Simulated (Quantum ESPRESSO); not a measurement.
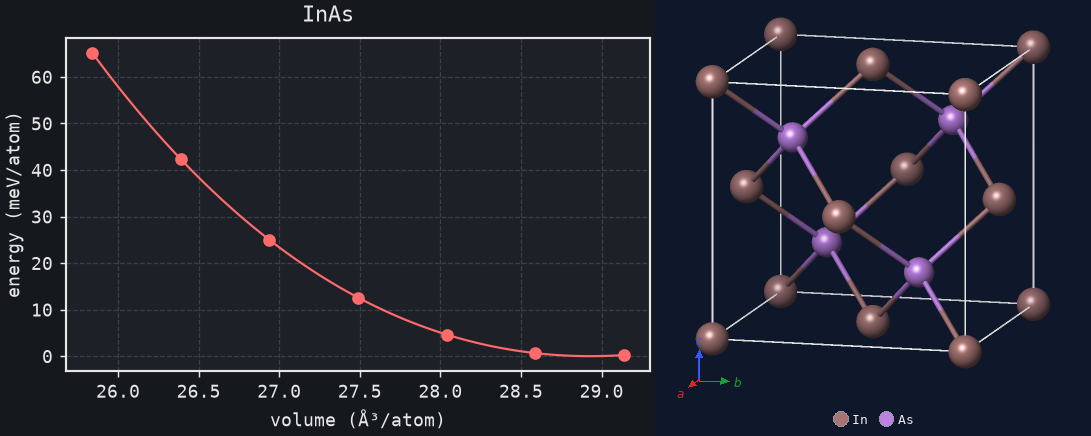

The picture above shows the energy against volume for InAs, space group F-43m (No. 216). The conventional cell is drawn beside the plot.

The given structure:
```
CELL_PARAMETERS angstrom
0.00000 3.01800 3.01800
3.01800 0.00000 3.01800
3.01800 3.01800 0.00000
ATOMIC_POSITIONS crystal
In 0.00000 0.00000 0.00000
As 0.75000 0.75000 0.75000
```

Method: plane-wave DFT, no spin polarisation; energies at scaled volumes of the given cell, shape and fractions fixed, counted from the fit's minimum, third-order Birch-Murnaghan fit (Quantum ESPRESSO 7.5). Level: rev-vdW-DF2.

k mesh 8×8×8; occupations Fermi–Dirac; smearing width 0.05 eV; potentials PseudoDojo 0.4.1 SR PBE standard; wave cutoff 1143 eV; density cutoff 4572 eV.

This calculation gives: equilibrium volume 28.93 Å³/atom and bulk modulus 51.0 GPa.

Now In is replaced by B on all its sites, which gives BAs in the same structure. Predict the effect.

The equilibrium volume falls from 28.93 to 13.74 Å³/atom (−53 %) and the bulk modulus rises from 51.0 to 133.9 GPa (+163 %).

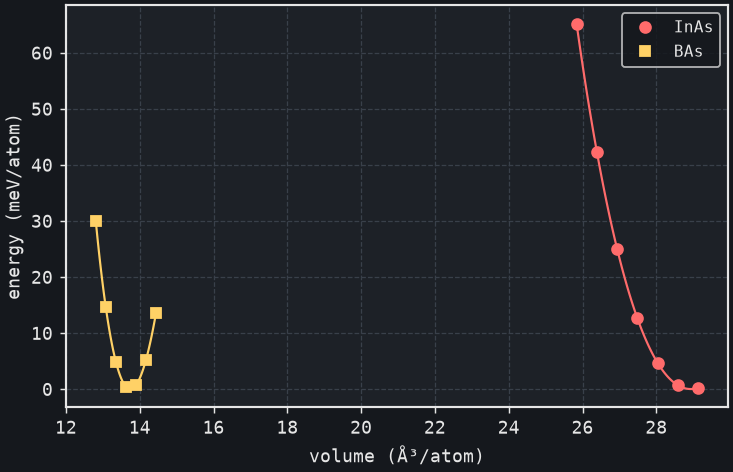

The two results together.

For both, limits of the calculation: potentials made for another functional.

V0 and the bulk modulus come from third-order Birch–Murnaghan fits.
